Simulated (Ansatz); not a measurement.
## Geometry relaxation of CoO (part 3 of 3)

CoO (slab, 8 atoms in the cell); DFT PBE, scalar-relativistic, plane waves, PAW, spin-polarised (Ansatz 0.2.0); cutoff 420 eV, 9×9×1 k-mesh, Gaussian smearing of 0.05 eV, collinear spins. The structure derives from a Materials Project entry. The input holds or restrains some coordinates. Forces given for the steps count only the free coordinates. It belongs to a series of runs on one base structure; here: clean slab, lower half held.

Geometry of the input (Å; fractional positions):
```
3.1674  0.0000  0.0000
-1.5837  2.7430  0.0000
0.0000  0.0000  25.6693
O  0.3333  0.6667  0.3311
Co 0.0000  0.0000  0.3598
O  0.0000  0.0000  0.4341
Co 0.3333  0.6667  0.4628
O  0.3333  0.6667  0.5372
Co 0.0000  0.0000  0.5659
O  0.0000  0.0000  0.6402
Co 0.3333  0.6667  0.6689
```

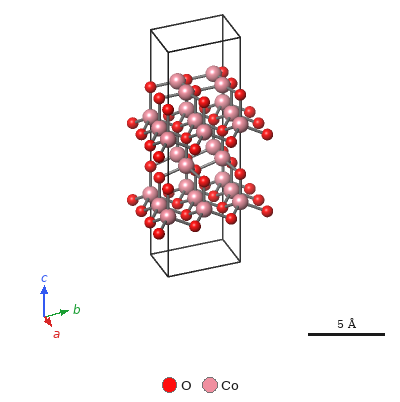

*The geometry at step 3 of the log (ball-and-stick view of the 2 × 2 repeat of the cell, with the vacuum cut short, seen slightly off an axis; bonded neighbours outside the cell are drawn too).*

## Log, continued
```
SCF iter   1: F=—  HF=-22768.542235 eV  |F-HF|=—  |Δ(HF+E_count)|=         —  Δρ=1.64e-6 (↑1.64e-6 ↓1.45e-6)  dr2=2.97e-9  dr2_m=4.15e-9  M=-1.518 μB ∫|m|=9.787 μB  β_m=1.00  ethr=3.28e-12  p=0.120 e·Å  D=9.71e-2 V/Å  ΔV_dip=-2.49 eV  dr2_dipole=2.44e-10  V_vac-E_F(+/−)=4.30/6.79 eV  ⟨swp⟩=2.0  Hψ=3751  notcnv=0
efield: sawtooth ramp at fractional position 0.9800 (handed on by an earlier solve), width 0.0400; the density the first Hamiltonian is built on has a dipole p = 0.120 e·Å; the dipole correction subtracts the counter field D = 9.71e-2 V/Å, which shifts the + side's vacuum level by -2.49 eV against the − side's; the planar-averaged density in the ramp window peaks in size at 1.0e-5 e/Å³
preconditioner: auto → LDOS  [metal: Δε(μ)=0.033 eV  Ē_g=10.044 eV  σ=0.050 eV  W_gap=0.36  n_scr=14 (ndim 8)  ℏωp=19.3 eV  f_vac=0.570  D(μ)=8.56/eV (n_scr^D=86)]
spin=Collinear: LDOS preconditioning applied to the charge; magnetization (m = ρ↑ − ρ↓) channel mixes plain (no charge-response kernel on spin).
SCF iter   2: F=—  HF=-22768.542235 eV  |F-HF|=—  |Δ(HF+E_count)|=   1.49e-8  Δρ=5.00e-6 (↑5.00e-6 ↓4.82e-6)  dr2=5.11e-7  dr2_m=1.97e-8  M=-1.519 μB ∫|m|=9.787 μB  β_m=0.39  ethr=3.23e-12  p=0.120 e·Å  D=9.71e-2 V/Å  ΔV_dip=-2.49 eV  dr2_dipole=1.96e-7  V_vac-E_F(+/−)=4.30/6.79 eV  ⟨swp⟩=2.5  Hψ=2575  notcnv=0
density mixer auto → msr1: a metal under ldos (density of states about μ 2.68 of a free-electron gas's, 48 screened modes)
SCF iter   3: F=—  HF=-22768.542235 eV  |F-HF|=—  |Δ(HF+E_count)|=   1.03e-8  Δρ=2.72e-6 (↑2.72e-6 ↓2.60e-6)  dr2=1.28e-7  dr2_m=7.34e-9  M=-1.518 μB ∫|m|=9.787 μB  β_m=0.69  ethr=3.23e-12  p=0.120 e·Å  D=9.71e-2 V/Å  ΔV_dip=-2.49 eV  dr2_dipole=4.95e-8  V_vac-E_F(+/−)=4.30/6.79 eV  ⟨swp⟩=1.5  Hψ=1553  notcnv=0
SCF iter   4: F=—  HF=-22768.542235 eV  |F-HF|=—  |Δ(HF+E_count)|=   2.26e-9  Δρ=3.39e-7 (↑2.46e-7 ↓3.39e-7)  dr2=5.67e-10  dr2_m=4.98e-11  M=-1.518 μB ∫|m|=9.787 μB  β_m=0.83  ethr=3.23e-12  p=0.120 e·Å  D=9.71e-2 V/Å  ΔV_dip=-2.49 eV  dr2_dipole=1.26e-10  V_vac-E_F(+/−)=4.30/6.79 eV  ⟨swp⟩=1.7  Hψ=1595  notcnv=0
SCF iter   5: F=—  HF=-22768.542235 eV  |F-HF|=—  |Δ(HF+E_count)|=   3.66e-9  Δρ=5.61e-6 (↑5.61e-6 ↓4.74e-6)  dr2=5.65e-7  dr2_m=2.10e-8  M=-1.519 μB ∫|m|=9.787 μB  β_m=0.77  ethr=1.00e-12  p=0.120 e·Å  D=9.71e-2 V/Å  ΔV_dip=-2.49 eV  dr2_dipole=2.18e-7  V_vac-E_F(+/−)=4.30/6.79 eV  ⟨swp⟩=2.1  Hψ=1996  notcnv=0
SCF iter   6: F=—  HF=-22768.542235 eV  |F-HF|=—  |Δ(HF+E_count)|=   1.31e-9  Δρ=4.06e-6 (↑4.06e-6 ↓3.64e-6)  dr2=3.18e-7  dr2_m=1.13e-8  M=-1.518 μB ∫|m|=9.787 μB  β_m=0.73  ethr=1.00e-12  p=0.120 e·Å  D=9.71e-2 V/Å  ΔV_dip=-2.49 eV  dr2_dipole=1.24e-7  V_vac-E_F(+/−)=4.30/6.79 eV  ⟨swp⟩=1.8  Hψ=1582  notcnv=0
SCF iter   7: F=—  HF=-22768.542235 eV  |F-HF|=—  |Δ(HF+E_count)|=  8.95e-10  Δρ=2.34e-6 (↑2.34e-6 ↓2.12e-6)  dr2=1.07e-7  dr2_m=3.94e-9  M=-1.518 μB ∫|m|=9.787 μB  β_m=0.64  ethr=1.00e-12  p=0.120 e·Å  D=9.71e-2 V/Å  ΔV_dip=-2.49 eV  dr2_dipole=4.19e-8  V_vac-E_F(+/−)=4.30/6.79 eV  ⟨swp⟩=1.0  Hψ=1489  notcnv=0
SCF iter   8: F=-22768.542235 eV  HF=-22768.542235 eV  |F-HF|=7.00e-8  |Δ(HF+E_count)|=  2.91e-10  Δρ=1.61e-6 (↑1.61e-6 ↓1.47e-6)  dr2=5.12e-8  dr2_m=1.90e-9  M=-1.518 μB ∫|m|=9.787 μB  ethr=1.00e-12  p=0.120 e·Å  D=9.71e-2 V/Å  ΔV_dip=-2.49 eV  dr2_dipole=2.01e-8  V_vac-E_F(+/−)=4.30/6.79 eV  ⟨swp⟩=8.1  Hψ=7357  notcnv=0
the starting moments, 9.96 μB in size (8 sites), cancel, and the state that the SCF closed on does not: its net magnetisation is 1.6e0 μB in size, over 0.1 of its absolute magnetisation of 9.7e0 μB.
SCF 6 converged in 8 iterations: F = -22768.542235 eV  dr2 = 5.12e-8
relax step   6: F+E_penalty+E_count = -22768.54223516 eV  Δ(F+E_penalty+E_count) = -1.453e-6 eV  max|allowed force component| = 1.968e-2 eV/Å  Δτ_max = 0.0000 Å  (8 SCF iters, accepted)
WARN: The output density's exchange-correlation potential varies sharply where the density is thin. Do not read a vacuum level from v_tot or v_xc, or from such a field of the output density. On a cell that repeats whose density bears no net charge and no dipole along the vacuum's axis use v_es (v_loc + v_h of the components); under efield.dipole_correction with no amplitude use v_es + v_field, which holds any external_charges[].barrier, or the levels of the report's work_function block, which leave it out; under a non-zero efield.amplitude the vacuum is tilted and has no level; on a cell that repeats and bears such a dipole with no correction it is tilted too, and efield.dipole_correction with no amplitude gives each side of its ramp a level where efield: is served; in a cell that repeats whose density bears a net charge (total_charge, or a fill off its count) it is curved and has none; of a slab under crystal.periodic whose density bears no net charge use v_es, which has a level on each side, short of where the two are joined; of another it falls or rises all the way out and has none; of a slab beside external_charges read slab_vacuum_level instead, which it has where they leave it neutral. The grid or the basis barely resolves most such structure, and the values can differ between equally converged runs; as a rule a tighter scf.convergence.dr2_threshold does not remove it. Where the density itself ripples (under the LDA too) a higher basis.ecutwfc lessens it. The files hold the spikes' plane waves up to the density's cutoff. Files: v_tot_of_output_density and the like, and their columns of v_z.tsv (output.write_potential); v_xc_of_output_density and the like, and their columns of v_comp_z.tsv (output.write_potential_components). Measured: with its Gaussian average of σ = 0.25 Å subtracted twice, the exchange-correlation potential is over 0.1 eV at 1262 of the grid points where the equally averaged density (valence and model cores) is under 1e-3 e/Å³, and 0.447 eV at the most among them, at an averaged density of 2.1e-7 e/Å³. The input density's (outcome.potential() and, of a run that writes arrays, v_tot and v_xc) is over 0.1 eV, so measured, at 1083 points of its own thin density, 0.526 eV at the most. See output.write_potential in the manual, Limitations
WARN: an SCF from ferrimagnetic starting moments (-0.17, -2.44, 0.17, 2.32, -0.17, -2.32, 0.17, -2.32 Bohr magnetons, atom by atom) was not made, by what the run has read of turns of its moments that order reads lower: the deck asks for what bars it, or types moments that do (magnetization.spin_polarized, in the input reference, names some of the keys), or the run goes by scf.lower_state_search: light, the default, which as a rule tries one only behind a close that has lost an order of both signs, or on which an open d or half-filled 4f shell of a PAW file has lost a moment that was set nearer to Hund's than to what is left; or, under a Hubbard U, one that names an f shell that the input leaves bare beside given moments, or a larger moment for a shell of low spin that is given one. standard, with a start from the atoms, tries one behind each close (in a relaxation, ahead of its steps or at their end). To set out from that order, type those moments (crystal.atoms[].spin; where shells were raised to Hund's moment, beside crystal.symmetry.detect: false) under scf.lower_state_search: light. The bands of the close that named these starting moments, or of the one ahead of a search that led to it (under cold or Methfessel-Paxton smearing those of the Gaussian ahead of it) read a cost of -28.29 meV for the turn to them, carried on from a small turn (-28.29 by the pairs of d shells alone)
SCF converged after 8 iterations
Magnetization: -1.5184 μB (45.2408 up, 46.7592 down)
Absolute magnetization: 9.7868 μB (∫|ρ↑−ρ↓|, with the PAW one-centre terms)
Spin contamination: 4.1460 ħ² per cell (⟨S²⟩ above its minimum at these occupations)
Per-site moments (μB) at R_I (Å): [(-0.4208202679202445, 0.8132215699180028), (-2.3085763643811252, 0.786931173878296), (0.12706154796784855, 0.786931173878296), (2.063246056708957, 0.7845000317148941), (-0.16851384929611754, 0.7845000317148941), (-2.181369895875817, 0.8175750890317612), (0.07989488166592791, 0.7676095102890874), (1.434731303554005, 0.7676095102890874)]
Free energy (F): -22768.542235 eV
Harris-Foulkes:  -22768.542235 eV  (|F-HF|=7.00e-8)
Internal energy: -22768.531532 eV  (E = F + TS)
E sigma→0 (E₀):  -22768.536884 eV
Entropy (-TS):   -0.010703 eV (-1.338 meV/atom)
Fermi energy:    1.258992 eV
Dipole field:    D = 0.096944 V/Å  (p = 0.119482 e·Å, saw-weighted, corrected)
Work function:   Φ+ = 4.2985 eV   Φ− = 6.7870 eV
Levels:          The Fermi level and band energies are counted from a zero that moves with the ramp; work functions are not
--- Per-component energies (eV) ---
  E_band       = -2373.806473
  E_kinetic    = 2475.124175
  E_local      = -153016.770514  (includes V_loc(G=0)·N_el)
  E_nonlocal   = 2046.735198
  E_hartree    = 74704.141945
  E_xc         = -914.094091
  E_vxc        = -1174.392820  (∫ρ·V_xc dr)
  E_paw        = -6704.091485  (= ΣΔE_a)
  E_vpaw       = -2111.553992  (= ΣTr[D̂ρ^β])
  E_aug_tail   = 0.010253  (compensation charges beyond the density's cutoff)
  E_efield     = 0.005792  (sawtooth field / dipole correction)
  E_vefield    = -1.243559  (∫n·V_field dr)
  E_ewald      = 58640.407195
  E_smearing   = -0.010703  (= −TS)
  E_closure    = 0.000000  (closes the sum)
  Σ components = -22768.542235   (vs F -22768.542235, Δ=0.00e0)
--- Forces (eV/Å), atoms counted from 1 ---
  atom   1  O      0.00000000    -0.00000000     1.69041444
  atom   2  Co    -0.00000000    -0.00000000    -1.81118135
  atom   3  O      0.00000000     0.00000000     0.23514423
  atom   4  Co     0.00000000     0.00000000    -0.09890855
  atom   5  O      0.00000000    -0.00000000     0.01967572
  atom   6  Co     0.00000000     0.00000000    -0.01399759
  atom   7  O      0.00000000     0.00000000    -0.00851840
  atom   8  Co     0.00000000    -0.00000000    -0.01259008
  max |Σ_I F_I| component: 3.84e-5 eV/Å
--- Band table (eV; the first three rows and the last of 24) ---
  k-point 0 ↑: bands = ["-95.2852", "-94.4826", "-92.6486", "-92.6245", "-58.7853", "-58.4634", "-58.4634", "-58.0575", "-58.0575", "-57.2571", "-56.0990", "-56.0457", "-55.9230", "-55.9230", "-55.9111", "-55.9111", "-19.4276", "-18.5612", "-18.0961", "-16.2451", "-5.8413", "-5.7211", "-5.7211", "-5.4767", "-4.8927", "-4.5658", "-4.5658", "-3.5303", "-3.5303", "-2.3367", "-2.3367", "-2.3242", "-0.8441", "-0.8441", "-0.5285", "-0.4972", "-0.4972", "-0.1321", "0.3790", "0.3790", "0.4954", "0.4954", "1.3667", "1.3667", "1.6943", "2.0364", "2.0364", "2.1046", "3.0762", "3.0961", "3.0961", "3.1572", "3.6715", "3.6715", "4.2883", "5.4546", "6.0683", "6.7786", "7.4556", "8.2039", "8.8005", "9.9650"]
  k-point 1 ↑: bands = ["-95.2851", "-94.4825", "-92.6485", "-92.6244", "-58.7850", "-58.4654", "-58.4639", "-58.0601", "-58.0582", "-57.2569", "-56.0987", "-56.0454", "-55.9252", "-55.9236", "-55.9134", "-55.9117", "-19.3733", "-18.5061", "-18.0542", "-16.1953", "-5.8886", "-5.7101", "-5.6397", "-5.4116", "-4.9129", "-4.6412", "-4.5296", "-3.7062", "-3.5237", "-2.5066", "-2.2942", "-2.2016", "-0.9155", "-0.8486", "-0.6460", "-0.5217", "-0.4157", "-0.0628", "0.2802", "0.3623", "0.4763", "0.5069", "1.2338", "1.3201", "1.6163", "1.8663", "2.0733", "2.2817", "2.8387", "3.0501", "3.1135", "3.3898", "3.4973", "3.5937", "4.5365", "5.7678", "6.3322", "7.1278", "7.7328", "8.4716", "9.0075", "10.1936"]
  k-point 2 ↑: bands = ["-95.2848", "-94.4821", "-92.6481", "-92.6240", "-58.7845", "-58.4705", "-58.4652", "-58.0666", "-58.0598", "-57.2562", "-56.0981", "-56.0448", "-55.9308", "-55.9250", "-55.9192", "-55.9132", "-19.2343", "-18.3638", "-17.9469", "-16.0674", "-6.1134", "-5.5314", "-5.4205", "-5.3050", "-5.0731", "-4.6183", "-4.4409", "-4.0624", "-3.5079", "-2.8270", "-2.1888", "-1.9719", "-1.0905", "-0.8354", "-0.7559", "-0.5689", "-0.4458", "-0.0513", "0.0932", "0.3061", "0.4477", "0.5450", "1.0497", "1.0860", "1.2182", "1.4312", "1.9855", "2.4997", "2.7287", "2.9128", "3.0572", "3.3734", "3.3949", "4.0892", "5.2409", "6.5584", "7.0021", "7.9393", "8.5191", "9.2498", "9.6427", "10.7998"]
  k-point 11 ↓: bands = ["-95.6069", "-95.3920", "-92.6461", "-92.6114", "-59.0829", "-58.9228", "-58.7514", "-58.7492", "-58.5711", "-58.5691", "-56.1388", "-56.1332", "-56.0518", "-55.9263", "-55.9233", "-55.7601", "-18.7428", "-17.9859", "-17.7804", "-16.5144", "-5.5072", "-5.3921", "-5.2024", "-4.9890", "-4.7312", "-4.7265", "-4.7078", "-4.1434", "-4.0864", "-3.7268", "-3.0927", "-2.3170", "-1.8107", "-1.6262", "-1.3385", "-1.3123", "-0.9924", "-0.6197", "-0.3480", "-0.3425", "-0.1313", "0.0973", "0.2986", "0.6190", "0.9096", "0.9945", "1.0878", "1.5317", "1.7681", "1.8253", "2.0760", "2.3690", "7.3732", "7.7460", "8.7746", "8.8616", "8.9446", "9.1142", "9.1719", "9.3900", "10.0567", "10.6200"]
--- Relaxed structure (6 steps of the walk, 6 accepted, 0 SCFs on fresh bases) ---
  F+E_penalty+E_count = -22768.54223516 eV   max|allowed force component| = 1.968e-2 eV/Å
  atoms:
    - { symbol: O, position: [0.3333333333333333, 0.6666666666666666, 0.3311349718] }
    - { symbol: Co, position: [0.0, -3.700743415524894e-17, 0.35982832090000005] }
    - { symbol: O, position: [0.0, -3.700743415524894e-17, 0.43414716070000003] }
    - { symbol: Co, position: [0.3333333333333333, 0.6666666666666666, 0.46284055970000004] }
    - { symbol: O, position: [0.3333333333333333, 0.6666666666666666, 0.536929799160135] }
    - { symbol: Co, position: [1.7540389897567485e-18, -3.700743415524894e-17, 0.5675410785771094] }
    - { symbol: O, position: [4.76079961679379e-18, -3.700743415524894e-17, 0.6447539709915346] }
    - { symbol: Co, position: [0.3333333333333333, 0.6666666666666666, 0.6581775331179667] }
--- Löwdin populations: 8 sites ---
  site symbol       q [e]    m [muB]
     0      O      6.8090    -0.5683
     1     Co     15.8173    -2.4165
     2      O      6.8881     0.1864
     3     Co     15.9509     2.2207
     4      O      6.8965    -0.2345
     5     Co     15.9872    -2.3109
     6      O      6.8148     0.1217
     7     Co     16.2493     1.5105
  spilling = 0.006381 (of n_electrons = 92.000000)
```

## File populations.tsv
```
# site	symbol	l	j	q_up	q_dn
# orbitals = lowdin
# n_electrons = 92.000000
# spilling = 0.006381
0	O	0_2S	-	0.922447	0.946399
0	O	1_2P	-	2.197867	2.742259
1	Co	0_3S	-	0.996782	0.996675
1	Co	0_4S	-	0.238389	0.238115
1	Co	1_3P	-	2.997922	2.999029
1	Co	2_3D	-	2.467275	4.883064
2	O	0_2S	-	0.920438	0.905546
2	O	1_2P	-	2.616811	2.445282
3	Co	0_3S	-	0.996341	0.996596
3	Co	0_4S	-	0.238143	0.233570
3	Co	1_3P	-	2.998776	2.998073
3	Co	2_3D	-	4.852533	2.636831
4	O	0_2S	-	0.903138	0.924272
4	O	1_2P	-	2.427869	2.641232
5	Co	0_3S	-	0.996612	0.996488
5	Co	0_4S	-	0.234855	0.247386
5	Co	1_3P	-	2.998210	2.998961
5	Co	2_3D	-	2.608510	4.906201
6	O	0_2S	-	0.905653	0.892764
6	O	1_2P	-	2.562586	2.453747
7	Co	0_3S	-	0.996602	0.996632
7	Co	0_4S	-	0.264930	0.292054
7	Co	1_3P	-	2.998557	2.997909
7	Co	2_3D	-	4.619830	3.082792
```

## Trajectory as extended XYZ (Å, eV, eV/Å), 6 frames, from step=1 to step=6
```
8
Lattice="3.1674 0.0000 0.0000 -1.5837 2.7430 0.0000 0.0000 0.0000 25.6693" Properties=species:S:1:pos:R:3:forces:R:3 step=1 energy=-22768.24330
O     0.0000    1.8287    8.5000    0.0000   0.0000   1.7144
Co    0.0000    0.0000    9.2365    0.0000   0.0000  -1.8555
O     0.0000    0.0000   11.1442    0.0000   0.0000   0.2275
Co    0.0000    1.8287   11.8808    0.0000   0.0000  -0.0734
O     0.0000    1.8287   13.7885    0.0000   0.0000   0.0282
Co    0.0000    0.0000   14.5250    0.0000   0.0000  -0.0768
O     0.0000    0.0000   16.4328    0.0000   0.0000   1.1178
Co    0.0000    1.8287   17.1693    0.0000   0.0000  -1.0821
8
Lattice="3.1674 0.0000 0.0000 -1.5837 2.7430 0.0000 0.0000 0.0000 25.6693" Properties=species:S:1:pos:R:3:forces:R:3 step=2 energy=-22768.31755
O     0.0000    1.8287    8.5000    0.0000   0.0000   1.7185
Co    0.0000    0.0000    9.2365    0.0000   0.0000  -1.8637
O     0.0000    0.0000   11.1442    0.0000   0.0000   0.2265
Co    0.0000    1.8287   11.8808    0.0000   0.0000  -0.0766
O     0.0000    1.8287   13.7883    0.0000   0.0000  -0.0256
Co    0.0000    0.0000   14.5228    0.0000   0.0000  -0.0797
O     0.0000    0.0000   16.4324    0.0000   0.0000   1.1233
Co    0.0000    1.8287   17.0992    0.0000   0.0000  -1.0229
8
Lattice="3.1674 0.0000 0.0000 -1.5837 2.7430 0.0000 0.0000 0.0000 25.6693" Properties=species:S:1:pos:R:3:forces:R:3 step=3 energy=-22768.53081
O     0.0000    1.8287    8.5000    0.0000   0.0000   1.6949
Co    0.0000    0.0000    9.2365    0.0000   0.0000  -1.8170
O     0.0000    0.0000   11.1442    0.0000   0.0000   0.2106
Co    0.0000    1.8287   11.8808    0.0000   0.0000  -0.2153
O     0.0000    1.8287   13.7729    0.0000   0.0000   0.1185
Co    0.0000    0.0000   14.5311    0.0000   0.0000   0.2726
O     0.0000    0.0000   16.5843    0.0000   0.0000  -0.2592
Co    0.0000    1.8287   16.9042    0.0000   0.0000  -0.0052
8
Lattice="3.1674 0.0000 0.0000 -1.5837 2.7430 0.0000 0.0000 0.0000 25.6693" Properties=species:S:1:pos:R:3:forces:R:3 step=4 energy=-22768.53459
O     0.0000    1.8287    8.5000    0.0000   0.0000   1.6972
Co    0.0000    0.0000    9.2365    0.0000   0.0000  -1.8295
O     0.0000    0.0000   11.1442    0.0000   0.0000   0.2867
Co    0.0000    1.8287   11.8808    0.0000   0.0000   0.1665
O     0.0000    1.8287   13.8185    0.0000   0.0000  -0.3411
Co    0.0000    0.0000   14.5935    0.0000   0.0000  -0.1228
O     0.0000    0.0000   16.5600    0.0000   0.0000   0.0421
Co    0.0000    1.8287   16.8916    0.0000   0.0000   0.1007
8
Lattice="3.1674 0.0000 0.0000 -1.5837 2.7430 0.0000 0.0000 0.0000 25.6693" Properties=species:S:1:pos:R:3:forces:R:3 step=5 energy=-22768.54223
O     0.0000    1.8287    8.5000    0.0000   0.0000   1.6904
Co    0.0000    0.0000    9.2365    0.0000   0.0000  -1.8112
O     0.0000    0.0000   11.1442    0.0000   0.0000   0.2351
Co    0.0000    1.8287   11.8808    0.0000   0.0000  -0.0989
O     0.0000    1.8287   13.7826    0.0000   0.0000   0.0197
Co    0.0000    0.0000   14.5684    0.0000   0.0000  -0.0139
O     0.0000    0.0000   16.5504    0.0000   0.0000  -0.0086
Co    0.0000    1.8287   16.8950    0.0000   0.0000  -0.0125
8
Lattice="3.1674 0.0000 0.0000 -1.5837 2.7430 0.0000 0.0000 0.0000 25.6693" Properties=species:S:1:pos:R:3:forces:R:3 step=6 energy=-22768.54224
O     0.0000    1.8287    8.5000    0.0000   0.0000   1.6904
Co    0.0000    0.0000    9.2365    0.0000   0.0000  -1.8112
O     0.0000    0.0000   11.1442    0.0000   0.0000   0.2351
Co    0.0000    1.8287   11.8808    0.0000   0.0000  -0.0989
O     0.0000    1.8287   13.7826    0.0000   0.0000   0.0197
Co    0.0000    0.0000   14.5684    0.0000   0.0000  -0.0140
O     0.0000    0.0000   16.5504    0.0000   0.0000  -0.0085
Co    0.0000    1.8287   16.8950    0.0000   0.0000  -0.0126
```

## Summary

- outcome: converged under the restraints of the input
- electrons treated: 92
- free energy: −22768.5422 eV
- work function, top face: 4.30 eV
- work function, bottom face: 6.79 eV
- Fermi energy: 1.259 eV
- gap on the k-point mesh: none (metallic)
- net moment of the cell: −1.52 μB
- integrated absolute moment: 9.79 μB
- final volume: 223.02 Å³
- work function (upper face): 4.30 eV
- largest force (length of the vector) at the end, held atoms and coordinates included: 1.811 eV/Å
- hardware: 2 threads of Arm Neoverse N1, 98 GiB of memory available, shared host
- wall time: 4.6 min (CPU time 9.1 min)
- peak memory: 0.68 GiB

## Remarks

The electronic state found may not be the lowest one. Warnings of the run: another magnetic order may lie lower; the exchange-correlation potential is rough where the density is thin.
